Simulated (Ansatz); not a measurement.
# TiSi: geometry relaxation (part 2 of 2)

The same run, continued: TiSi (6 atoms in the cell); DFT PBEsol, scalar-relativistic, plane waves, PAW, no spin polarisation (Ansatz 0.2.0); cutoff 420 eV, 12×12×8 k-mesh, Gaussian smearing of 0.1 eV. The structure derives from a Materials Project entry. It belongs to a series of runs on one base structure; here: 3 of 6 Ti sites taken by Si, cell and atoms relaxed.

Geometry of the input (Å; fractional positions):
```
2.2248  -3.8535  0.0000
-4.4496  0.0000  0.0000
0.0000  0.0000  -5.3898
Ti 0.0000  1.0000  0.5000
Si 0.0000  1.0000  0.0000
Si 0.3333  0.6667  0.2500
Ti 0.3333  0.6667  0.7500
Ti 0.6667  0.3333  0.2500
Si 0.6667  0.3333  0.7500
```

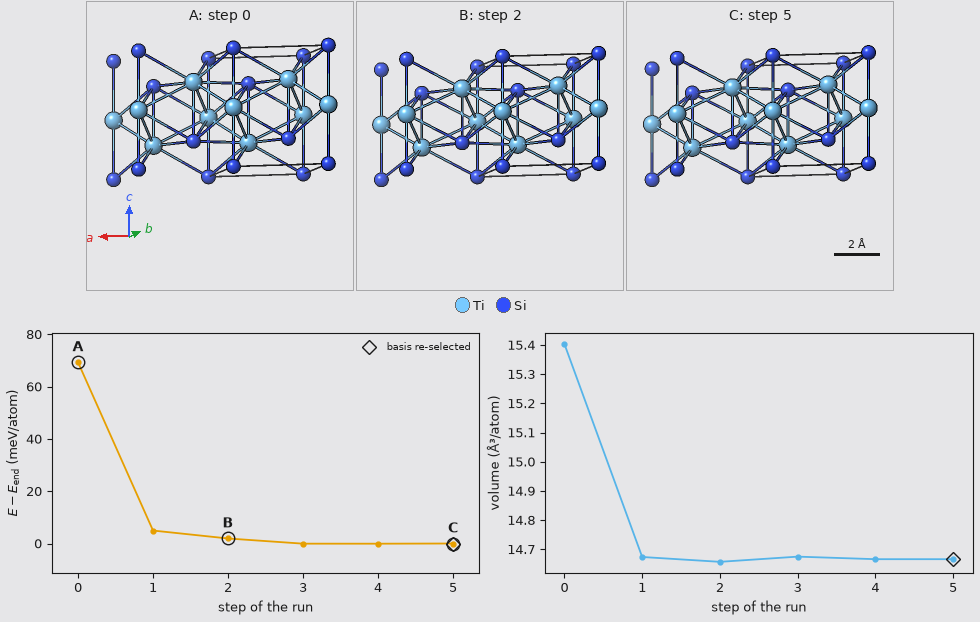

Frames of the relaxation (ball-and-stick view of the cell of the calculation, set on other vectors, repeated 2 × 1 × 1, seen at an oblique angle) above the curves, on which the letters mark them (the first geometry is step 0 here and step 1 in the log).

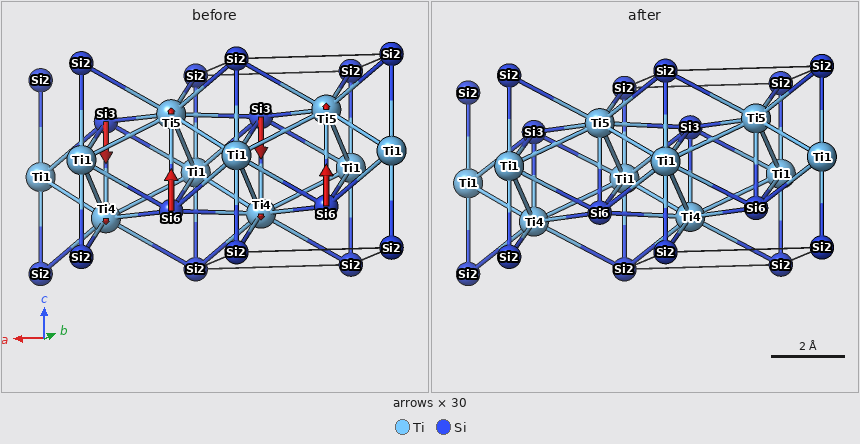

Before (left) and after (right) the relaxation, at one scale (ball-and-stick view of the cell of the calculation, set on other vectors, repeated 2 × 1 × 1, seen at an oblique angle). The red arrows give the displacements (without the part carried along by the change of the cell), magnified 30 times. The largest moves relative to the cell, 0.040 Å, are those of Si3 and Si6. By element the largest moves are Si 0.040 Å, Ti 0.007 Å. The drawn cell changes as follows: a = b 4.450 → 4.486 Å (+0.8 %), c 5.390 → 5.048 Å (−6.3 %); the volume changes by −4.8 %. Among the contacts that change: Si3–Ti4 2.695 → 2.491 Å, Ti1–Si2 2.695 → 2.524 Å, Ti1–Si3 2.901 → 2.864 Å, Si2–Ti4 2.901 → 2.878 Å. The space group stays P-3m1 (No. 164). The energy falls by 69.4 meV per atom in 4 geometry steps. The largest force component goes from 0.45 to 0.0014 eV/Å. Pressure: −6.76 GPa at the start and 0.01 GPa at the end. A last SCF at the same geometry on a re-selected plane-wave basis shifts the energy by +0.1 meV per atom. (Atoms are counted from 1 in the order of the input.)

```
basis re-selected at this cell: Δ(F+E_penalty+E_count) = +4.294e-4 eV, ΔP = -0.001 GPa vs the last step (what re-selecting the basis moved, of the pressure what is left beyond the Pulay correction that the steps carried, after the strain that the cell walked since its last selection, with what the two solves' SCF thresholds leave and, on support functions, any second-order correction that the steps lacked; it is no measure of the basis error at this ecutwfc). The dense FFT grid was sized anew with the basis: this SCF ran on 30×30×36 points, the steps before it on 30×30×40, so part of this shift can come from that change (see relax.cell in the input reference). This SCF's stress stands 2.01e-2 GPa from its target on what of the cell is left free (relax.cell.stress_tol is 1.50e-1 GPa) and its largest allowed force component is 1.39e-3 eV/Å (relax.f_tol is 1.50e-2 eV/Å): within both
SCF converged after 6 iterations
Free energy (F): -9288.863219 eV
Harris-Foulkes:  -9288.863219 eV  (|F-HF|=0.00e0)
Internal energy: -9288.839907 eV  (E = F + TS)
E sigma→0 (E₀):  -9288.851563 eV
Entropy (-TS):   -0.023312 eV (-3.885 meV/atom)
Fermi energy:    13.079640 eV
--- Per-component energies (eV) ---
  E_band       = -388.458436
  E_kinetic    = 950.488343
  E_local      = -2867.233332  (includes V_loc(G=0)·N_el)
  E_nonlocal   = 107.007580
  E_hartree    = 1228.019534
  E_xc         = -460.890724
  E_vxc        = -513.846585  (∫ρ·V_xc dr)
  E_paw        = -4565.364323  (= ΣΔE_a)
  E_vpaw       = -520.913918  (= ΣTr[D̂ρ^β])
  E_aug_tail   = 0.000388  (compensation charges beyond the density's cutoff)
  E_ewald      = -3681.380208
  E_core_change = 0.512835  (= ΣΔE_core)
  E_smearing   = -0.023312  (= −TS)
  E_closure    = 0.000000  (closes the sum)
  Σ components = -9288.863219   (vs F -9288.863219, Δ=0.00e0)
--- Forces (eV/Å), atoms counted from 1 ---
  atom   1  Ti     0.00000000    -0.00000000     0.00000000
  atom   2  Si     0.00000000     0.00000000     0.00000000
  atom   3  Si     0.00000000     0.00000000    -0.00138810
  atom   4  Ti     0.00000000    -0.00000000    -0.00061424
  atom   5  Ti     0.00000000     0.00000000     0.00061424
  atom   6  Si    -0.00000000     0.00000000     0.00138810
  max |Σ_I F_I| component: 4.63e-17 eV/Å
--- Stress (GPa, compression-positive) ---
        0.020115       0.000000      -0.000000
        0.000000       0.020115       0.000000
       -0.000000       0.000000      -0.017114
  P = ⅓ Tr σ = 0.0077 GPa (0.077 kbar)
--- Band table (eV; the first three rows and the last of 131) ---
  k-point 0: bands = ["-43.2530", "-43.2335", "-43.0014", "-19.7356", "-19.7083", "-19.7083", "-19.6745", "-19.6673", "-19.6673", "-19.4455", "-19.3558", "-19.3558", "1.6617", "5.5648", "7.0612", "9.5627", "9.5627", "9.6386", "9.6386", "11.0394", "11.8013", "11.8013", "12.6915", "13.2179", "13.2179", "13.7913", "13.7913", "14.3480", "15.2552", "15.5920"]
  k-point 1: bands = ["-43.2525", "-43.2340", "-43.0013", "-19.7335", "-19.7104", "-19.7104", "-19.6769", "-19.6647", "-19.6647", "-19.4464", "-19.3563", "-19.3563", "1.7497", "5.3042", "7.3239", "9.2996", "9.2996", "9.8867", "9.8867", "10.9687", "11.7653", "11.7653", "12.5927", "13.2848", "13.2848", "13.6334", "13.9057", "13.9057", "15.5801", "15.5801"]
  k-point 2: bands = ["-43.2511", "-43.2354", "-43.0013", "-19.7275", "-19.7145", "-19.7145", "-19.6839", "-19.6591", "-19.6591", "-19.4486", "-19.3577", "-19.3577", "1.9996", "4.7554", "7.9157", "9.0472", "9.0472", "10.0938", "10.0938", "10.9266", "11.6937", "11.6937", "11.8586", "12.9222", "13.4795", "13.4795", "14.1809", "14.1809", "15.5441", "15.5441"]
  k-point 130: bands = ["-43.2376", "-43.2376", "-43.0118", "-19.7896", "-19.7896", "-19.7289", "-19.6552", "-19.6521", "-19.6521", "-19.3832", "-19.3496", "-19.3496", "4.8456", "5.0899", "5.0899", "7.6858", "7.6858", "8.2203", "11.1032", "11.1032", "11.2421", "12.4657", "12.9217", "12.9217", "13.5931", "14.1115", "14.1115", "14.8224", "14.8597", "14.8597"]
--- Relaxed structure (5 steps of the walk, 5 accepted, 1 SCFs on fresh bases) ---
  F+E_penalty+E_count = -9288.86321908 eV   max|allowed force component| = 1.388e-3 eV/Å   (the final SCF, on the basis selected at the relaxed cell)
  cell:  # Å, volume = 87.9967 Å³
    - [2.2431525251649065, -3.8852541427120424, 4.42347834656381e-34]
    - [-4.486305050329813, 1.863860010986878e-33, -1.0898842437126662e-33]
    - [-1.32018140419554e-33, -1.434979787169065e-34, -5.048453782162755]
  atoms:
    - { symbol: Ti, position: [2.3479671400153726e-34, 1.0, 0.5] }
    - { symbol: Si, position: [-1.2494725357066318e-35, 1.0, -2.6820855395525422e-20] }
    - { symbol: Si, position: [0.33333333333333326, 0.6666666666666665, 0.25794707088377167] }
    - { symbol: Ti, position: [0.33333333333333326, 0.6666666666666665, 0.7512882229567838] }
    - { symbol: Ti, position: [0.6666666666666665, 0.33333333333333326, 0.24871177704321612] }
    - { symbol: Si, position: [0.6666666666666665, 0.33333333333333326, 0.7420529291162286] }
```

**Trajectory as extended XYZ (Å, eV, eV/Å), 6 frames, from step=1 to step=6**
```
6
Lattice="2.2248 -3.8535 0.0000 -4.4496 0.0000 0.0000 0.0000 0.0000 -5.3898" Properties=species:S:1:pos:R:3:forces:R:3 step=1 energy=-9288.44746 pressure_GPa=-6.76
Ti   -4.4496    0.0000   -2.6949    0.0000   0.0000   0.0000
Si   -4.4496    0.0000    0.0000    0.0000   0.0000   0.0000
Si   -2.2248   -1.2845   -1.3475    0.0000   0.0000  -0.4477
Ti   -2.2248   -1.2845   -4.0424    0.0000   0.0000   0.3292
Ti    0.0000   -2.5690   -1.3475    0.0000   0.0000  -0.3292
Si    0.0000   -2.5690   -4.0424    0.0000   0.0000   0.4477
6
Lattice="2.2265 -3.8563 0.0000 -4.4529 0.0000 0.0000 0.0000 0.0000 -5.1271" Properties=species:S:1:pos:R:3:forces:R:3 step=2 energy=-9288.83348 pressure_GPa=-0.55
Ti   -4.4529    0.0000   -2.5635    0.0000   0.0000   0.0000
Si   -4.4529    0.0000    0.0000    0.0000   0.0000   0.0000
Si   -2.2265   -1.2854   -1.3127    0.0000   0.0000   0.0326
Ti   -2.2265   -1.2854   -3.8275    0.0000   0.0000  -0.0619
Ti    0.0000   -2.5709   -1.2996    0.0000   0.0000   0.0619
Si    0.0000   -2.5709   -3.8144    0.0000   0.0000  -0.0326
6
Lattice="2.2514 -3.8996 0.0000 -4.5029 0.0000 0.0000 0.0000 0.0000 -5.0082" Properties=species:S:1:pos:R:3:forces:R:3 step=3 energy=-9288.85168 pressure_GPa=0.49
Ti   -4.5029    0.0000   -2.5041    0.0000   0.0000   0.0000
Si   -4.5029    0.0000    0.0000    0.0000   0.0000   0.0000
Si   -2.2514   -1.2999   -1.2758    0.0000   0.0000  -0.0431
Ti   -2.2514   -1.2999   -3.7447    0.0000   0.0000  -0.1156
Ti    0.0000   -2.5997   -1.2635    0.0000   0.0000   0.1156
Si    0.0000   -2.5997   -3.7324    0.0000   0.0000   0.0431
6
Lattice="2.2431 -3.8851 0.0000 -4.4861 0.0000 0.0000 0.0000 0.0000 -5.0519" Properties=species:S:1:pos:R:3:forces:R:3 step=4 energy=-9288.86358 pressure_GPa=-0.09
Ti   -4.4861    0.0000   -2.5260    0.0000   0.0000   0.0000
Si   -4.4861    0.0000    0.0000    0.0000   0.0000   0.0000
Si   -2.2431   -1.2950   -1.3031    0.0000   0.0000   0.0068
Ti   -2.2431   -1.2950   -3.7943    0.0000   0.0000  -0.0089
Ti    0.0000   -2.5901   -1.2576    0.0000   0.0000   0.0089
Si    0.0000   -2.5901   -3.7488    0.0000   0.0000  -0.0068
6
Lattice="2.2432 -3.8853 0.0000 -4.4863 0.0000 0.0000 0.0000 0.0000 -5.0485" Properties=species:S:1:pos:R:3:forces:R:3 step=5 energy=-9288.86365 pressure_GPa=0.01
Ti   -4.4863    0.0000   -2.5242    0.0000   0.0000   0.0000
Si   -4.4863    0.0000    0.0000    0.0000   0.0000   0.0000
Si   -2.2432   -1.2951   -1.3022    0.0000   0.0000  -0.0014
Ti   -2.2432   -1.2951   -3.7928    0.0000   0.0000  -0.0006
Ti    0.0000   -2.5902   -1.2556    0.0000   0.0000   0.0006
Si    0.0000   -2.5902   -3.7462    0.0000   0.0000   0.0014
6
Lattice="2.2432 -3.8853 0.0000 -4.4863 0.0000 0.0000 0.0000 0.0000 -5.0485" Properties=species:S:1:pos:R:3:forces:R:3 step=6 energy=-9288.86322 pressure_GPa=0.01
Ti   -4.4863    0.0000   -2.5242    0.0000   0.0000   0.0000
Si   -4.4863    0.0000    0.0000    0.0000   0.0000   0.0000
Si   -2.2432   -1.2951   -1.3022    0.0000   0.0000  -0.0014
Ti   -2.2432   -1.2951   -3.7928    0.0000   0.0000  -0.0006
Ti    0.0000   -2.5902   -1.2556    0.0000   0.0000   0.0006
Si    0.0000   -2.5902   -3.7462    0.0000   0.0000   0.0014
```

**Results in brief**

- outcome: converged
- space group (tolerance 0.01 Å): P-3m1 (164)
- electrons treated: 48
- free energy: −9288.8632 eV
- Fermi energy: 13.080 eV
- gap on the k-point mesh: none (metallic)
- pressure: 0.01 GPa
- final volume: 88.00 Å³
- largest force (length of the vector) at the end: 0.001 eV/Å
- final cell: a = 4.486 Å, b = 4.486 Å, c = 5.048 Å, α = 90.00°, β = 90.00°, γ = 120.00°
- hardware: 1 thread of Intel Xeon @ 2.50GHz (Skylake/Cascade Lake), 189 GiB of memory available, shared host
- wall time: 4.2 min
- peak memory: 0.59 GiB
